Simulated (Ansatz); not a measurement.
**Run report: Sn8HO16 (charge +1), nudged elastic band (part 2 of 2)**

Continued. System: Sn8HO16 (defect cell, 25 atoms in the cell, total charge +1). Method: DFT PBE, scalar-relativistic, plane waves, PAW, no spin polarisation (Ansatz 0.2.0); cutoff 420 eV, 3×3×3 k-mesh, Gaussian smearing of 0.02 eV. The structure derives from an entry of the Crystallography Open Database.

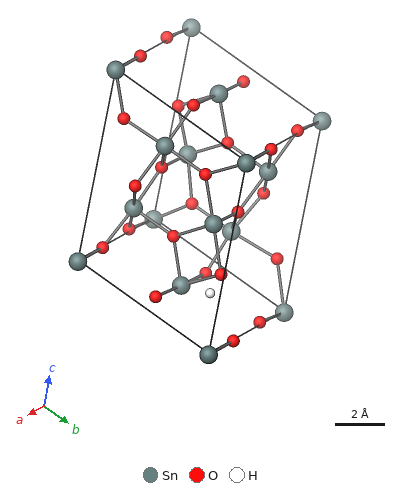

*The starting structure (ball-and-stick view of the cell of the calculation, seen slightly off an axis).*

Output, continued
```
--- Forces (eV/Å), atoms counted from 1 ---
  atom   1  Sn    -0.00637382    -0.00329294    -0.00756854
  atom   2  Sn    -0.00635324    -0.00330673     0.00754213
  atom   3  Sn     0.00637363     0.00329341    -0.00756857
  atom   4  Sn     0.00635362     0.00330644     0.00754184
  atom   5  Sn     0.00220696     0.00332289    -0.00000440
  atom   6  Sn    -0.00001209     0.00001203     0.00001870
  atom   7  Sn    -0.00220707    -0.00332272    -0.00000410
  atom   8  Sn     0.00001227    -0.00001215     0.00001863
  atom   9  O      0.00617676     0.00152662    -0.00160061
  atom  10  O      0.00617990     0.00152980     0.00159052
  atom  11  O     -0.00037322    -0.00505298     0.00500772
  atom  12  O     -0.00037153    -0.00504214    -0.00501389
  atom  13  O     -0.00227134     0.00366413    -0.00000055
  atom  14  O      0.00524868     0.00035370    -0.00225249
  atom  15  O      0.00481137     0.01333282     0.00001062
  atom  16  O      0.00523345     0.00036980     0.00226300
  atom  17  O      0.00037311     0.00505272     0.00500772
  atom  18  O      0.00037155     0.00504212    -0.00501379
  atom  19  O     -0.00617686    -0.00152647    -0.00160073
  atom  20  O     -0.00617988    -0.00152993     0.00159063
  atom  21  O     -0.00481128    -0.01333252     0.00001072
  atom  22  O     -0.00523346    -0.00036986     0.00226303
  atom  23  O      0.00227168    -0.00366435    -0.00000071
  atom  24  O     -0.00524887    -0.00035363    -0.00225237
  atom  25  H     -0.00000001    -0.00000006     0.00001555
  max |Σ_I F_I| component: 2.99e-7 eV/Å
--- Band table (eV; the first three rows and the last of 14) ---
  k-point 0: bands = ["-12.1612", "-12.0228", "-11.8876", "-11.7441", "-11.7378", "-11.7179", "-11.7116", "-11.6811", "-11.6582", "-11.6129", "-11.5645", "-11.5314", "-11.5281", "-11.4590", "-11.3227", "-11.3103", "-11.2609", "-11.2459", "-11.2262", "-11.2260", "-11.2234", "-11.1991", "-11.1939", "-11.1855", "-11.1773", "-11.1759", "-11.1712", "-11.1688", "-11.1597", "-11.1569", "-11.1565", "-11.1520", "-11.1285", "-11.1124", "-11.1066", "-11.0511", "-11.0394", "-11.0313", "-11.0188", "-11.0096", "-10.0055", "-8.8027", "-8.4458", "-8.2624", "-8.1696", "-8.1284", "-8.0964", "-8.0874", "-8.0449", "-7.9739", "-7.4860", "-7.4686", "-7.4295", "-6.9643", "-6.7504", "-6.6509", "0.8657", "1.8681", "1.8838", "2.0691", "2.1286", "2.1574", "2.2189", "2.7607", "4.4532", "4.7904", "4.8285", "4.9326", "5.0184", "5.0760", "5.1600", "5.2259", "5.2663", "5.3567", "5.3902", "5.5440", "5.7454", "5.9012", "5.9111", "5.9160", "6.1608", "6.1653", "6.2635", "6.2916", "6.3146", "6.4943", "6.8772", "6.9385", "7.2350", "7.3832", "7.4494", "7.6862", "7.6870", "7.6883", "7.8032", "7.9148", "7.9319", "8.0075", "8.0566", "8.0969", "8.1317", "8.1756", "8.2242", "8.5543", "9.4895", "13.1576", "13.2190", "13.3713", "13.4266", "14.0269", "14.3476", "14.3692", "14.9116", "15.0752", "16.3786", "17.0776", "17.1550", "17.2547", "17.6984", "18.1607", "18.4517", "18.5677", "18.8325", "18.8437", "18.9017", "19.0093", "19.0344", "19.1331", "19.1914"]
  k-point 1: bands = ["-12.0741", "-11.9660", "-11.9600", "-11.8694", "-11.8619", "-11.8019", "-11.7788", "-11.7471", "-11.5646", "-11.5316", "-11.4929", "-11.4030", "-11.4029", "-11.3839", "-11.3520", "-11.3161", "-11.2838", "-11.2740", "-11.2376", "-11.2297", "-11.2111", "-11.2072", "-11.1971", "-11.1957", "-11.1839", "-11.1776", "-11.1775", "-11.1684", "-11.1681", "-11.1601", "-11.1495", "-11.1455", "-11.1295", "-11.1200", "-11.0861", "-11.0514", "-11.0403", "-11.0364", "-11.0169", "-11.0133", "-9.9146", "-9.2351", "-8.6144", "-8.4354", "-8.1415", "-8.0999", "-8.0220", "-8.0154", "-7.9546", "-7.6538", "-7.5235", "-7.2325", "-7.1701", "-7.0428", "-6.9250", "-6.7943", "0.8773", "1.1347", "1.2972", "1.3143", "2.7342", "3.0241", "3.1602", "3.3585", "4.1227", "4.4720", "4.7043", "4.7065", "4.8121", "5.1180", "5.1730", "5.3287", "5.3687", "5.4107", "5.5355", "5.5496", "5.9213", "5.9850", "6.0718", "6.1390", "6.1979", "6.2637", "6.3045", "6.3320", "6.4144", "6.5088", "6.6362", "6.6567", "6.6750", "6.9006", "7.3422", "7.3509", "7.5329", "7.8174", "7.8231", "7.9472", "7.9557", "8.0053", "8.0772", "8.0968", "8.1304", "8.1725", "8.2150", "8.4816", "10.9361", "12.8550", "12.9590", "13.0735", "13.1752", "13.2477", "14.7518", "14.9157", "15.7589", "15.8767", "16.0391", "16.0936", "17.0808", "17.2623", "17.5450", "17.6130", "17.7210", "17.8787", "18.7630", "18.9489", "19.0253", "19.0689", "19.1862", "19.2454", "19.4336"]
  k-point 2: bands = ["-12.0993", "-12.0774", "-11.9803", "-11.8807", "-11.8357", "-11.7613", "-11.7546", "-11.6275", "-11.5930", "-11.5501", "-11.4761", "-11.4226", "-11.3819", "-11.3731", "-11.3173", "-11.2956", "-11.2833", "-11.2744", "-11.2333", "-11.2201", "-11.2119", "-11.2074", "-11.2025", "-11.1954", "-11.1852", "-11.1814", "-11.1770", "-11.1712", "-11.1582", "-11.1570", "-11.1517", "-11.1436", "-11.1304", "-11.1185", "-11.0845", "-11.0536", "-11.0405", "-11.0365", "-11.0176", "-11.0131", "-9.8633", "-9.1773", "-8.8058", "-8.6438", "-8.3301", "-8.1653", "-8.0083", "-7.9930", "-7.9181", "-7.7833", "-7.5329", "-7.1206", "-7.0056", "-6.9324", "-6.8401", "-6.7057", "1.2243", "1.5165", "1.6455", "2.0358", "2.1176", "2.4896", "2.6926", "3.0372", "3.9454", "4.0920", "4.4587", "4.5914", "4.6932", "4.7990", "4.9366", "4.9641", "5.1728", "5.2607", "5.5318", "5.6858", "5.7444", "5.9645", "6.0114", "6.0827", "6.1557", "6.2337", "6.3000", "6.7372", "6.8494", "6.9730", "7.1090", "7.2625", "7.2768", "7.4008", "7.4108", "7.4720", "7.5489", "7.6112", "7.6729", "7.7403", "7.8267", "7.8473", "7.9921", "8.0868", "8.0963", "8.1681", "8.3070", "8.4934", "10.9016", "12.6011", "13.1468", "13.5940", "13.6833", "13.8389", "14.1532", "14.6386", "15.3478", "15.5599", "16.1515", "16.5678", "16.6057", "16.8757", "17.5487", "17.8590", "18.1086", "18.2208", "18.4329", "18.7025", "18.9714", "19.0678", "19.1693", "19.2641", "19.4566"]
  k-point 13: bands = ["-12.1125", "-12.0164", "-11.9980", "-11.9397", "-11.8993", "-11.8484", "-11.8094", "-11.6696", "-11.4856", "-11.4545", "-11.4012", "-11.3806", "-11.3747", "-11.3365", "-11.3296", "-11.2815", "-11.2634", "-11.2474", "-11.2315", "-11.2211", "-11.2146", "-11.2094", "-11.2013", "-11.1906", "-11.1862", "-11.1838", "-11.1802", "-11.1779", "-11.1564", "-11.1540", "-11.1494", "-11.1411", "-11.1290", "-11.1236", "-11.0829", "-11.0504", "-11.0409", "-11.0356", "-11.0166", "-11.0135", "-9.7130", "-9.1184", "-8.9784", "-8.9136", "-8.5027", "-8.4826", "-8.3001", "-8.1838", "-7.5825", "-7.5509", "-7.2908", "-7.0534", "-6.9778", "-6.7927", "-6.7239", "-6.7031", "1.4452", "1.7159", "1.9024", "1.9230", "2.4429", "2.5161", "2.6843", "3.0038", "3.7376", "3.7989", "4.0163", "4.1107", "4.2705", "4.3392", "4.7531", "4.8967", "4.9746", "5.1859", "5.2997", "5.3682", "5.5704", "6.1174", "6.2031", "6.2499", "6.4335", "6.5912", "6.8646", "6.9561", "7.0005", "7.1593", "7.1768", "7.2286", "7.2467", "7.2948", "7.4851", "7.5228", "7.5567", "7.6465", "7.7083", "7.7917", "7.8001", "7.9101", "8.0346", "8.0640", "8.1355", "8.2260", "8.2813", "8.3313", "12.1316", "12.6891", "12.7889", "13.3596", "13.9133", "14.0200", "14.1781", "14.5803", "15.5402", "15.6739", "16.3480", "16.4730", "16.6959", "16.7564", "16.9795", "17.1549", "17.6193", "18.3218", "18.4318", "18.6704", "18.7376", "18.8931", "19.1676", "19.2614", "19.7713"]
this run last wrote the band of iteration 7 to [file]
--- NEB band (7 images, 7 band iterations, 295 SCF iterations) ---
  forward barrier  = 0.264531 eV
  backward barrier = 0.264531 eV
  lagrangian_above_aufbau_ev (what the smearing adds, to first order; not taken off the barriers): saddle image -0.000000 eV, end points -0.000000 and -0.000000 eV
  climbing image's point = of an order that was not read
  energies are F+E_penalty+E_count in eV, relative to image 0
  image     s (Å)  Δ vs image 0  max|band force component| (eV/Å)
      0    0.0000      0.000000                                 —
      1    0.2142      0.024785                          1.875e-2
      2    0.4282      0.131047                          1.342e-2
  *   3    0.6421      0.264531                          1.333e-2
      4    0.8561      0.131047                          1.342e-2
      5    1.0701      0.024785                          1.875e-2
      6    1.2842      0.000000                                 —
  climbing-image geometry (image 3):
  cell:  # Å, volume = 301.8396 Å³
    - [-4.8274195315, -4.8274195315, 0.0]
    - [4.8274195315, -4.8274195315, 0.0]
    - [0.0, 4.8274195315, 6.4761384825]
  atoms:
    - { symbol: Sn, position: [0.5045297170622316, 0.5000593167453744, -0.0039384643071164625] }
    - { symbol: Sn, position: [0.7584639858330343, 0.7539928942613835, 0.5039297511692511] }
    - { symbol: Sn, position: [-0.008468182274040226, -0.003997773870904612, -0.003938465644517091] }
    - { symbol: Sn, position: [0.24546576620668908, 0.2499368509097288, 0.5039297539549404] }
    - { symbol: Sn, position: [0.13436570928099012, 0.6080736343185443, 0.24999547719140108] }
    - { symbol: Sn, position: [0.3749977654589493, 0.8749979687919152, 0.7499953568037007] }
    - { symbol: Sn, position: [0.6156297673979035, 0.14192184227358196, 0.24999547478659642] }
    - { symbol: Sn, position: [0.8749975897367425, 0.37499738765752677, 0.7499953564408912] }
    - { symbol: O, position: [0.20098103560595681, 0.5232841006916182, 0.004101883099585881] }
    - { symbol: O, position: [0.44687477570934697, 0.7691777749455062, 0.49588911926370166] }
    - { symbol: O, position: [0.6877590392179499, 0.023217687359777858, -0.00014168138889725584] }
    - { symbol: O, position: [0.9378961903173075, 0.273355008064733, 0.5001326596605395] }
    - { symbol: O, position: [0.14122022291658629, 0.305024183107288, 0.24999551086254704] }
    - { symbol: O, position: [0.39309357294241387, 0.5688708159288747, 0.7499659799092407] }
    - { symbol: O, position: [0.694463712931995, 0.8324589161170761, 0.24999526790107998] }
    - { symbol: O, position: [0.893123156197054, 0.06890013136697765, 0.7500249872912088] }
    - { symbol: O, position: [0.8120992783866526, 0.4766406269077175, -0.00014168038320404465] }
    - { symbol: O, position: [0.06223646882899228, 0.726777653139276, 0.5001326595000698] }
    - { symbol: O, position: [0.3031208474233907, -0.01918221244176002, 0.004101882604607584] }
    - { symbol: O, position: [0.5490143417208246, 0.22671134001675342, 0.49588911643062605] }
    - { symbol: O, position: [0.05553155922286086, 0.9175363526975956, 0.24999526760611415] }
    - { symbol: O, position: [0.3569018329796074, 0.18112485903503628, 0.7500249937103217] }
    - { symbol: O, position: [0.6087752891531486, 0.444971325094412, 0.24999550956217054] }
    - { symbol: O, position: [0.8568724055932276, 0.6810951659774562, 0.7499659812610269] }
    - { symbol: H, position: [0.8749974066001851, 0.8749974054045109, 0.2499948114141145] }
```

The last band as extended XYZ (Å, eV, eV/Å)
```
25
Lattice="-4.8274 -4.8274 0.0000 4.8274 -4.8274 0.0000 0.0000 4.8274 6.4761" Properties=species:S:1:pos:R:3:forces:R:3 image=0 energy=-57298.31153
Sn   -0.0154   -4.8436    0.0129   -0.0018   0.0006   0.0023
Sn   -0.0157   -4.8435    3.2252    0.0007  -0.0001  -0.0016
Sn    0.0289    0.0047   -0.0750   -0.0005  -0.0005   0.0033
Sn    0.0290    0.0047    3.3131   -0.0014   0.0001  -0.0049
Sn    2.2453   -2.3271    1.6190   -0.0021   0.0031  -0.0005
Sn    2.4167   -2.4114    4.8563    0.0017   0.0001   0.0009
Sn   -2.3419   -2.3961    1.6190   -0.0084   0.0008   0.0001
Sn   -2.4107   -2.4112    4.8579    0.0013  -0.0001  -0.0007
O     1.5171   -3.4040    0.0191   -0.0007   0.0008  -0.0007
O     1.5171   -3.4040    3.2190   -0.0007   0.0006   0.0004
O    -3.2938   -3.3762    0.0083    0.0002  -0.0016   0.0011
O    -3.2938   -3.3763    3.2298    0.0006  -0.0007  -0.0008
O     0.7874   -0.8978    1.6191    0.0024  -0.0024  -0.0004
O     0.8874   -0.9887    4.8886    0.0008   0.0014  -0.0003
O     0.7994   -5.9374    1.6190    0.0031   0.0037   0.0002
O    -3.9401   -0.9886    4.8257    0.0012   0.0007  -0.0007
O    -1.5829   -6.2430    0.0165    0.0006   0.0008  -0.0002
O     3.2446   -1.4158    3.2216    0.0002   0.0009   0.0004
O    -1.5258   -1.3769    0.0062    0.0008  -0.0022  -0.0012
O    -1.5256   -1.3769    3.2319    0.0003  -0.0019   0.0011
O     4.0522   -3.5987    1.6187   -0.0053  -0.0117   0.0019
O    -0.8876    0.9922    4.8731    0.0001  -0.0002   0.0018
O    -0.8642   -3.8435    1.6190    0.0004   0.0009  -0.0004
O    -0.8876   -3.8352    4.8411   -0.0007   0.0004  -0.0013
H    -0.1614   -7.6350    1.6186    0.0071   0.0064   0.0004
25
Lattice="-4.8274 -4.8274 0.0000 4.8274 -4.8274 0.0000 0.0000 4.8274 6.4761" Properties=species:S:1:pos:R:3:forces:R:3 image=2 energy=-57298.18048
Sn   -0.0163   -4.8690   -0.0069    0.0343  -0.0093   0.0781
Sn   -0.0163   -4.8690    3.2449    0.0344  -0.0093  -0.0782
Sn    0.0267    0.0314   -0.0470    0.0426  -0.0388  -0.0792
Sn    0.0267    0.0314    3.2850    0.0426  -0.0388   0.0792
Sn    2.2644   -2.3581    1.6190   -0.0654   0.0627   0.0000
Sn    2.4145   -2.4133    4.8563    0.0229  -0.0034   0.0008
Sn   -2.3067   -2.4295    1.6190   -0.0545   0.0672   0.0000
Sn   -2.4130   -2.4133    4.8578    0.0229  -0.0034  -0.0008
O     1.5552   -3.4656    0.0272    0.0253   0.0424  -0.0056
O     1.5552   -3.4656    3.2108    0.0253   0.0424   0.0056
O    -3.2215   -3.4264   -0.0007   -0.0332   0.0151   0.0093
O    -3.2215   -3.4264    3.2387   -0.0332   0.0151  -0.0093
O     0.7754   -0.9319    1.6190   -0.0396   0.0563   0.0000
O     0.8496   -1.0242    4.8649    0.0225  -0.0036   0.0281
O     0.7078   -6.0864    1.6190    0.1735   0.2913   0.0000
O    -3.9778   -1.0242    4.8492    0.0225  -0.0036  -0.0280
O    -1.6224   -6.2205    0.0037    0.0096   0.0071   0.0200
O     3.2050   -1.3931    3.2343    0.0096   0.0071  -0.0200
O    -1.5533   -1.3470    0.0214    0.0219   0.0093  -0.0245
O    -1.5533   -1.3470    3.2166    0.0219   0.0093   0.0245
O     4.1564   -3.4776    1.6190   -0.0090   0.0312   0.0000
O    -0.8514    1.0212    4.8636    0.0088  -0.0133   0.0229
O    -0.8094   -3.8620    1.6190   -0.0512   0.0667   0.0000
O    -0.8514   -3.8062    4.8506    0.0088  -0.0133  -0.0229
H    -0.0814   -7.4024    1.6190   -0.2634  -0.5863   0.0000
25
Lattice="-4.8274 -4.8274 0.0000 4.8274 -4.8274 0.0000 0.0000 4.8274 6.4761" Properties=species:S:1:pos:R:3:forces:R:3 image=4 energy=-57298.18048
Sn   -0.0267   -4.8588   -0.0470   -0.0426   0.0388  -0.0792
Sn   -0.0267   -4.8588    3.2850   -0.0426   0.0388   0.0792
Sn    0.0163    0.0416   -0.0069   -0.0343   0.0093   0.0781
Sn    0.0163    0.0416    3.2449   -0.0344   0.0093  -0.0782
Sn    2.3067   -2.3979    1.6190    0.0545  -0.0672   0.0000
Sn    2.4130   -2.4141    4.8578   -0.0229   0.0034  -0.0008
Sn   -2.2644   -2.4694    1.6190    0.0654  -0.0627   0.0000
Sn   -2.4145   -2.4141    4.8563   -0.0229   0.0034   0.0008
O     1.5533   -3.4804    0.0214   -0.0219  -0.0093  -0.0245
O     1.5533   -3.4804    3.2166   -0.0219  -0.0093   0.0245
O    -3.2050   -3.4343    0.0037   -0.0096  -0.0071   0.0200
O    -3.2050   -3.4343    3.2343   -0.0096  -0.0071  -0.0200
O     0.8094   -0.9654    1.6190    0.0512  -0.0667   0.0000
O     0.8514   -1.0212    4.8506   -0.0088   0.0133  -0.0229
O     0.6710   -6.1773    1.6190    0.0090  -0.0312   0.0000
O    -3.9760   -1.0212    4.8636   -0.0088   0.0133   0.0229
O    -1.6059   -6.2284   -0.0007    0.0332  -0.0151   0.0093
O     3.2215   -1.4010    3.2387    0.0332  -0.0151  -0.0093
O    -1.5552   -1.3618    0.0272   -0.0253  -0.0424  -0.0056
O    -1.5552   -1.3618    3.2108   -0.0253  -0.0424   0.0056
O     4.1197   -3.5684    1.6190   -0.1735  -0.2913   0.0000
O    -0.8496    1.0242    4.8492   -0.0225   0.0036  -0.0280
O    -0.7754   -3.8955    1.6190    0.0396  -0.0563   0.0000
O    -0.8496   -3.8033    4.8649   -0.0225   0.0036   0.0281
H     0.0814   -7.0798    1.6190    0.2634   0.5863   0.0000
25
Lattice="-4.8274 -4.8274 0.0000 4.8274 -4.8274 0.0000 0.0000 4.8274 6.4761" Properties=species:S:1:pos:R:3:forces:R:3 image=6 energy=-57298.31153
Sn   -0.0289   -4.8322   -0.0750    0.0005   0.0005   0.0033
Sn   -0.0290   -4.8321    3.3131    0.0014  -0.0001  -0.0049
Sn    0.0154    0.0162    0.0129    0.0018  -0.0006   0.0023
Sn    0.0157    0.0161    3.2252   -0.0007   0.0001  -0.0016
Sn    2.3419   -2.4313    1.6190    0.0084  -0.0008   0.0001
Sn    2.4107   -2.4162    4.8579   -0.0013   0.0001  -0.0007
Sn   -2.2453   -2.5003    1.6190    0.0021  -0.0031  -0.0005
Sn   -2.4167   -2.4161    4.8563   -0.0017  -0.0001   0.0009
O     1.5258   -3.4505    0.0062   -0.0008   0.0022  -0.0012
O     1.5256   -3.4505    3.2319   -0.0003   0.0019   0.0011
O    -3.2445   -3.4118    0.0165   -0.0006  -0.0008  -0.0002
O    -3.2446   -3.4116    3.2216   -0.0002  -0.0009   0.0004
O     0.8642   -0.9839    1.6190   -0.0004  -0.0009  -0.0004
O     0.8876   -0.9922    4.8411    0.0007  -0.0004  -0.0013
O     0.7752   -6.0561    1.6187    0.0053   0.0117   0.0019
O    -3.9399   -0.9922    4.8731   -0.0001   0.0002   0.0018
O    -1.5336   -6.2786    0.0083   -0.0002   0.0016   0.0011
O     3.2938   -1.4511    3.2298   -0.0006   0.0007  -0.0008
O    -1.5171   -1.4235    0.0191    0.0007  -0.0008  -0.0007
O    -1.5171   -1.4234    3.2190    0.0007  -0.0006   0.0004
O     4.0280   -3.7174    1.6190   -0.0031  -0.0037   0.0002
O    -0.8873    0.9886    4.8257   -0.0012  -0.0007  -0.0007
O    -0.7874   -3.9296    1.6191   -0.0024   0.0024  -0.0004
O    -0.8874   -3.8387    4.8886   -0.0007  -0.0014  -0.0003
H     0.1614   -6.8472    1.6186   -0.0071  -0.0064   0.0004
```

Results in brief

```json
{"quantity": "outcome", "value": "converged"}
{"quantity": "barrier, forward", "value": "0.265 eV"}
{"quantity": "barrier, backward", "value": "0.265 eV"}
{"quantity": "electrons treated", "value": "208"}
{"quantity": "hardware", "value": "4 threads of Intel Xeon (Sapphire Rapids), 64 GiB of memory available, shared host"}
{"quantity": "wall time", "value": "16 min (CPU time 40 min)"}
{"quantity": "peak memory", "value": "2.9 GiB"}
```

Notes

The order of the saddle point was not checked.
